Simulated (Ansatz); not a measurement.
# A series of single points on TiNi

System: TiNi (4 atoms in the cell).
Method: Kohn-Sham DFT of a periodic cell, PBEsol, all-electron LAPW, scalar-relativistic, spin-polarised (Ansatz 0.2.0).

The 7 runs differ only in the geometry, by an even scaling of the cell at fixed fractional positions. The structure derives from a Materials Project entry.

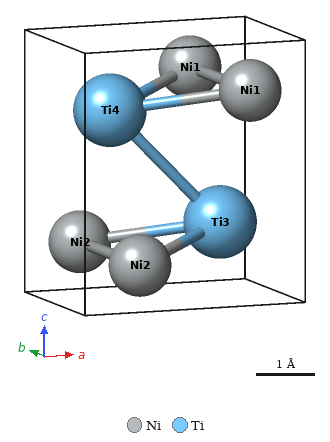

Figure 1. The structure of run 4 (ball-and-stick view of the cell of the calculation, seen slightly off an axis; atoms are numbered from 1 in the order of the input). An atom can appear more than once, as a periodic image.

### Input of run 4
```yaml
crystal:
  lattice:
    - [4.08604235, 0.0, 0.0]
    - [0.0, 2.85620424, 0.0]
    - [0.0, 0.0, 4.58675763]
  atoms:
    - { symbol: Ni, position: [0.75, 0.0, 0.82097441], spin: 1.0 }
    - { symbol: Ni, position: [0.25, 0.0, 0.17902559], spin: 1.0 }
    - { symbol: Ti, position: [0.75, 0.5, 0.27440806], spin: 1.0 }
    - { symbol: Ti, position: [0.25, 0.5, 0.72559194], spin: 1.0 }
kpoints:
  mp_grid: { grid: [7, 9, 6] }
scf:
  occupations: { method: fermi_dirac, width: 0.05 }
hamiltonian:
  xc: pbesol
  pseudopotentials: { kind: all_electron, lapw: { basis_error: 0.001 } }
magnetization:
  spin_polarized: true
output:
  forces: true
  stress: true
  eigenvalues: true
```

Command:
```bash
ansatz run input.yaml --threads 4 --pin off --max-ram 12288MiB --backend cpu --events-out ev --progress --plain --runs-dir out
```

Lattice vectors (Å) and fractional positions of run 4:
```
   4.086042    0.000000    0.000000
   0.000000    2.856204    0.000000
   0.000000    0.000000    4.586758
Ni  0.750000  0.000000  0.820974
Ni  0.250000  0.000000  0.179026
Ti  0.750000  0.500000  0.274408
Ti  0.250000  0.500000  0.725592
```

Run 6 differs from it as follows:
```diff
-    - [4.08604235, 0.0, 0.0]
-    - [0.0, 2.85620424, 0.0]
-    - [0.0, 0.0, 4.58675763]
+    - [4.1398122313, 0.0, 0.0]
+    - [0.0, 2.893790185, 0.0]
+    - [0.0, 0.0, 4.6471166259]
```

### Results, with one run withheld

| run | volume per atom (Å³) | free energy per atom, from the lowest run given (meV) | pressure (GPa) |
| --- | --- | --- | --- |
| 1 | 12.580 | 15.06 | 8.71 |
| 2 | 12.847 | 4.14 | 4.44 |
| 3 | 13.115 | 0.00 | 0.59 |
| 4 | 13.383 | 1.95 | −2.86 |
| 5 | 13.650 | 9.38 | −5.97 |
| 6 | 13.918 | ? | ? |
| 7 | 14.185 | 38.50 | −11.27 |

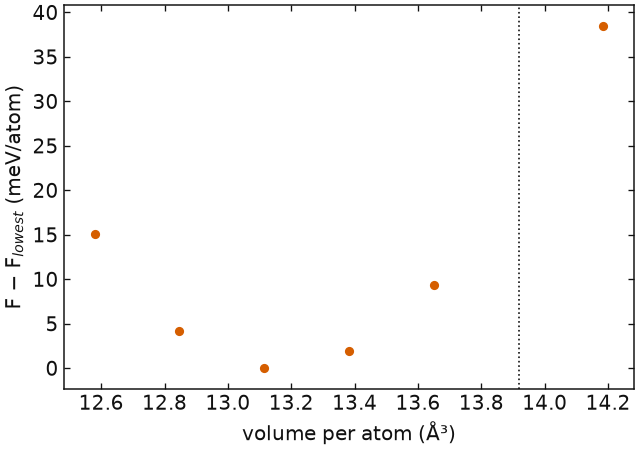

Figure 2. Free energy per atom of the runs given; the dotted line marks run 6.

What should run 6 give?

A cubic polynomial in V^(−2/3) (the Birch–Murnaghan form), fitted to the 6 runs given, misses them by at most 0.01 meV per atom. With x = V^(−2/3) − 0.17836 Å⁻², it reads F = 0.47577 − 1067.4 x + 5.0473e+05 x² + 3.9854e+05 x³ (meV per atom). At run 6 it gives 21.76 meV per atom, and the run itself gives 21.72. The slope of the fit gives a pressure −dF/dV of −8.77 GPa there, and the run prints −8.76 GPa. The fit has its minimum at 13.159 Å³ per atom, where V d²F/dV² gives 176 GPa. Cell shape and fractional positions are held, so this is the stiffness under even scaling; the relaxed bulk modulus wasn't computed.

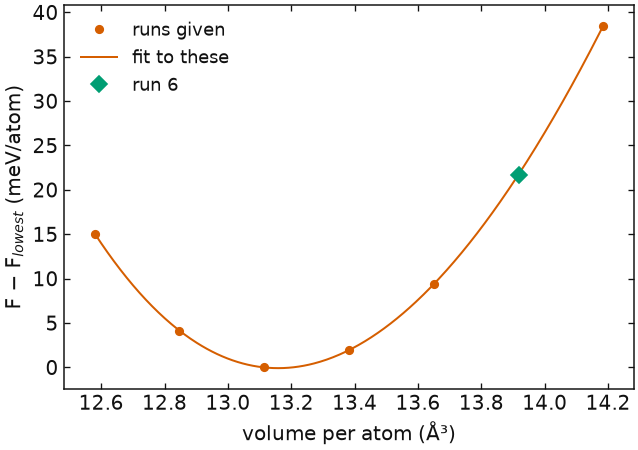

Figure 3. The fit and the withheld run.

### Output, shortened to warnings, some set-up lines, iterations and results (run 6)
```
WARN: the starting moments were not kept: the SCF closed with an absolute magnetisation of 6.0e-6 μB, where they sum to 4 μB in size (4 sites). That is at most 0.1 of that sum. Measured as dr2_m measures the in/out step, that magnetisation stands 2.9e-12 eV from none, at or under the dr2_threshold of 1.0e-7 eV: it is no larger than a step whose dr2_m would equal this threshold. The system may …
Basis set: ecut = 285.81485977033395 eV, 613 PW (Γ), exchange–correlation at level 2
Symmetry: 8 space group operations
k-points: 80 of 378
Initial density: superposition of atomic densities (chi_scale 0.1, normalization cell)
[...]
SCF iter   1: F=—  HF=-129113.238054 eV  |F-HF|=—  |Δ(HF+E_count)|=         —  Δρ=4.37e-2 (↑4.37e-2 ↓4.35e-2)  dr2=2.75e0  dr2_m=6.81e-1  M=0.517 μB ∫|m|=0.536 μB  β_m=0.30  …
SCF iter   2: F=—  HF=-129113.096152 eV  |F-HF|=—  |Δ(HF+E_count)|=   1.42e-1  Δρ=2.89e-2 (↑2.89e-2 ↓2.82e-2)  dr2=7.84e-1  dr2_m=3.40e-1  M=0.485 μB ∫|m|=0.507 μB  β_m=0.52  …
SCF iter   3: F=—  HF=-129113.356947 eV  |F-HF|=—  |Δ(HF+E_count)|=   2.61e-1  Δρ=2.07e-2 (↑1.84e-2 ↓2.07e-2)  dr2=1.48e0  dr2_m=4.34e-2  M=0.185 μB ∫|m|=0.206 μB  β_m=0.44  …
SCF iter   4: F=—  HF=-129112.936315 eV  |F-HF|=—  |Δ(HF+E_count)|=   4.21e-1  Δρ=4.65e-3 (↑4.65e-3 ↓3.51e-3)  dr2=2.94e-2  dr2_m=3.77e-3  M=0.109 μB ∫|m|=0.129 μB  β_m=0.42  …
SCF iter   5: F=—  HF=-129112.920637 eV  |F-HF|=—  |Δ(HF+E_count)|=         —  Δρ=2.25e-3 (↑2.25e-3 ↓1.64e-3)  dr2=2.18e-2  dr2_m=1.29e-4  M=0.039 μB ∫|m|=0.056 μB  β_m=0.71  …
SCF iter   6: F=—  HF=-129112.921830 eV  |F-HF|=—  |Δ(HF+E_count)|=   1.19e-3  Δρ=5.53e-4 (↑5.53e-4 ↓5.41e-4)  dr2=1.59e-3  dr2_m=1.63e-5  M=-0.002 μB ∫|m|=0.004 μB  β_m=0.71 …
SCF iter   7: F=—  HF=-129112.921610 eV  |F-HF|=—  |Δ(HF+E_count)|=   2.20e-4  Δρ=1.63e-4 (↑1.35e-4 ↓1.63e-4)  dr2=1.11e-4  dr2_m=3.92e-7  M=-0.002 μB ∫|m|=0.003 μB  β_m=0.79 …
SCF iter   8: F=—  HF=-129112.921608 eV  |F-HF|=—  |Δ(HF+E_count)|=   2.49e-6  Δρ=4.02e-5 (↑4.02e-5 ↓3.76e-5)  dr2=6.32e-6  dr2_m=3.30e-8  M=-0.001 μB ∫|m|=0.001 μB  β_m=0.82 …
SCF iter   9: F=—  HF=-129112.921608 eV  |F-HF|=—  |Δ(HF+E_count)|=   8.92e-8  Δρ=1.20e-5 (↑1.20e-5 ↓7.92e-6)  dr2=2.86e-7  dr2_m=6.30e-9  M=-0.000 μB ∫|m|=0.000 μB  β_m=0.89 …
SCF iter  10: F=—  HF=-129112.921608 eV  |F-HF|=—  |Δ(HF+E_count)|=   3.56e-8  Δρ=2.12e-6 (↑2.02e-6 ↓2.12e-6)  dr2=9.19e-9  dr2_m=3.44e-10  M=-0.000 μB ∫|m|=0.000 μB  …
SCF iter  11: F=—  HF=-129112.921608 eV  |F-HF|=—  |Δ(HF+E_count)|=   4.28e-9  Δρ=1.29e-6 (↑1.04e-6 ↓1.29e-6)  dr2=4.59e-9  dr2_m=5.75e-11  M=-0.000 μB ∫|m|=0.000 μB  …
SCF iter  12: F=—  HF=-129112.921608 eV  |F-HF|=—  |Δ(HF+E_count)|=  7.28e-10  Δρ=5.97e-7 (↑5.97e-7 ↓5.69e-7)  dr2=1.59e-9  dr2_m=9.17e-12  M=-0.000 μB ∫|m|=0.000 μB  …
SCF iter  13: F=-129112.921608 eV  HF=-129112.921608 eV  |F-HF|=6.75e-9  |Δ(HF+E_count)|=  8.73e-11  Δρ=6.47e-7 (↑6.14e-7 ↓6.47e-7)  dr2=1.55e-9  dr2_m=1.69e-12  M=-0.000 μB …
SCF 1 converged in 13 iterations: F = -129112.921608 eV  dr2 = 1.55e-9
WARN: the starting moments were not kept: the SCF closed with an absolute magnetisation of 6.0e-6 μB, where they sum to 4 μB in size (4 sites). That is at most 0.1 of that sum. Measured as dr2_m measures the in/out step, that magnetisation stands 2.9e-12 eV from none, at or under the dr2_threshold …
SCF converged after 13 iterations
Magnetization: -0.0000 μB (30.0000 up, 30.0000 down)
Absolute magnetization: 0.0000 μB (∫|ρ↑−ρ↓|)
Spin contamination: 0.0000 ħ² per cell (⟨S²⟩ above its minimum at these occupations)
Per-site moments (μB) at R_I (Å): [(5.456073512988269e-7, 1.2884165560213316), (5.456073512988269e-7, 1.2884165560213316), (-1.8136808428437234e-6, 1.2676789999769684), (-1.8136808428437234e-6, 1.2676789999769684)]
Free energy (F): -129112.921608 eV
Harris-Foulkes:  -129112.921608 eV  (|F-HF|=6.75e-9)
Internal energy: -129112.887028 eV  (E = F + TS)
E sigma→0 (E₀):  -129112.904318 eV
Entropy (-TS):   -0.034579 eV (-8.645 meV/atom)
Fermi energy:    15.692914 eV
--- Per-component energies (eV) ---
  E_band       = -926.286940
  E_kinetic    = 130861.130670
  E_xc         = -5632.468823
  E_electrostatic = -254341.548875  (all electrons and nuclei)
  E_smearing   = -0.034579  (= −TS)
  E_closure    = 0.000000  (closes the sum)
[...]
```

Warnings of the run: some starting moments were not kept.
